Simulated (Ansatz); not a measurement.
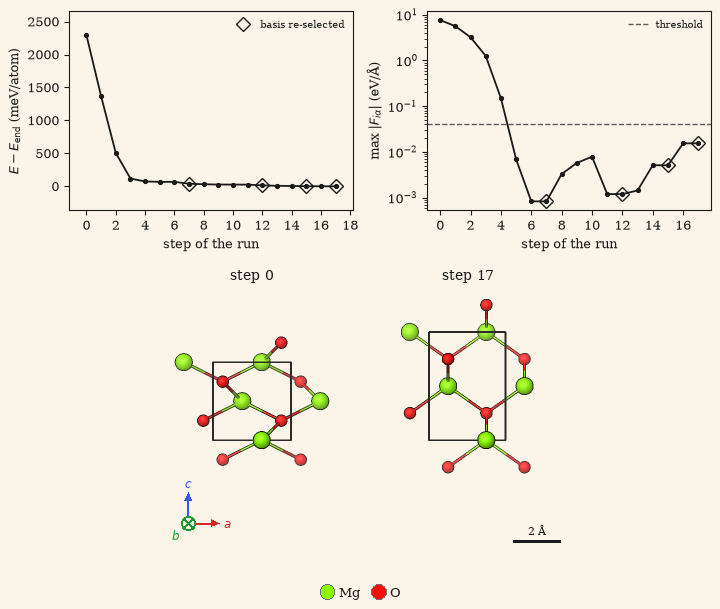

First and last geometry of a relaxation of solid MgO (a generated structure, set up in C222_1) (coarse preliminary run), with the history of the run. The picture is a ball-and-stick view of the cell of the calculation, seen along the b axis.

These are results of DFT PBE, scalar-relativistic, plane waves, PAW in Ansatz 0.2.0, not measurements. (plane-wave cutoff 420 eV; k-point mesh 6 × 6 × 6; occupations gaussian; smearing width 0.1 eV; no spin polarisation; cell and atoms relaxed; force threshold 0.04 eV/Å; at most 70 steps)

> Read the history and describe the run.

It converged. The largest moves relative to the cell, 0.57 Å, are those of Mg and O atoms. By element the largest moves are Mg 0.57 Å, O 0.57 Å. The volume changes by +33.3 %, with a = b 3.325 → 3.260 Å (−2.0 %), c 3.325 → 4.611 Å (+38.7 %). Near-neighbour distances that change, for instance: Mg–Mg 2.036 → 3.256 Å, Mg–O 2.036 → 1.997 Å. Among the angles between lasting bonds that change: Mg–O–Mg 60.0° → 109.3°, O–Mg–O 60.0° → 109.3°, O–Mg–O 146.4° → 109.7°. The space group stays C222_1 (No. 20). After 13 accepted moves (17 points after the start) the energy has fallen by 2292 meV per atom. The largest force component goes from 7.6 to 0.015 eV/Å. Pressure: 48.61 GPa at the start and 0.12 GPa at the end. At 4 points the geometry stayed and the basis and grid were re-selected for the new cell (energy shift of 28.1 meV per atom at most each time).

| step | E − E(0), meV/atom | largest force component, eV/Å | pressure, GPa | volume, Å³/atom | note |
| --- | --- | --- | --- | --- | --- |
| 0 | 0.00 | 7.5984 | 48.61 | 9.190 |  |
| 1 | -925.94 | 5.6252 | 27.29 | 9.819 |  |
| 2 | -1786.00 | 3.2103 | 12.80 | 10.526 |  |
| 3 | -2174.34 | 1.2541 | 2.63 | 11.140 |  |
| 4 | -2218.87 | 0.1495 | -3.48 | 11.700 |  |
| 5 | -2225.10 | 0.0069 | 0.45 | 11.401 |  |
| 6 | -2225.05 | 0.0008 | 0.02 | 11.440 |  |
| 7 | -2253.14 | 0.0008 | 3.28 | 11.440 | same geometry, new basis |
| 8 | -2261.44 | 0.0033 | 1.56 | 11.744 |  |
| 9 | -2265.72 | 0.0057 | -0.04 | 12.002 |  |
| 10 | -2266.22 | 0.0078 | -1.11 | 12.162 |  |
| 11 | -2267.13 | 0.0012 | -0.12 | 12.061 |  |
| 12 | -2278.18 | 0.0012 | 0.71 | 12.061 | same geometry, new basis |
| 13 | -2284.86 | 0.0014 | 0.69 | 12.136 |  |
| 14 | -2287.58 | 0.0051 | -0.09 | 12.234 |  |
| 15 | -2291.01 | 0.0051 | 0.21 | 12.234 | same geometry, new basis |
| 16 | -2292.09 | 0.0154 | 0.09 | 12.252 |  |
| 17 | -2292.48 | 0.0154 | 0.12 | 12.252 | same geometry, new basis |
